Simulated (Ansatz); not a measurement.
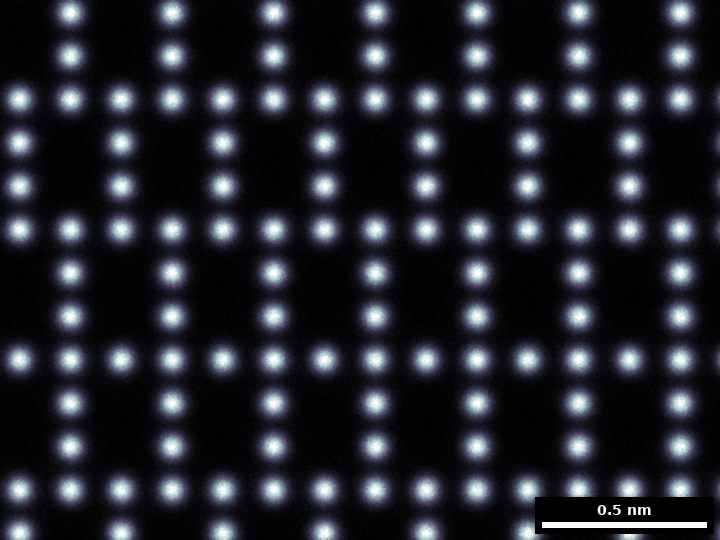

HAADF-like image of Ti (P6_3/mmc, No. 194) along [101]. Simulation: incoherent imaging, intensity Z^1.7 per atom, probe width 0.60 Å, thin sample. The probe carries 15 % of its weight in a tail 2.5 times as wide. Shot noise was added.

One planar defect was built into the perfect crystal by geometry alone, without relaxation. Host structure: the end point of a relaxation with DFT r2SCAN, scalar-relativistic, plane waves, PAW (Ansatz 0.2.0); the starting structure was generated, so it need not be a known form of this composition.

Find the planar defect and say what kind it is.

Answer. A planar fault (a stacking fault) runs horizontally about 10 Å below the top edge. The part above it is shifted along the boundary by 1/2 of the 3.11 Å repeat of the rows (1.6 Å to the right, the same as to the left); both parts keep the same orientation.
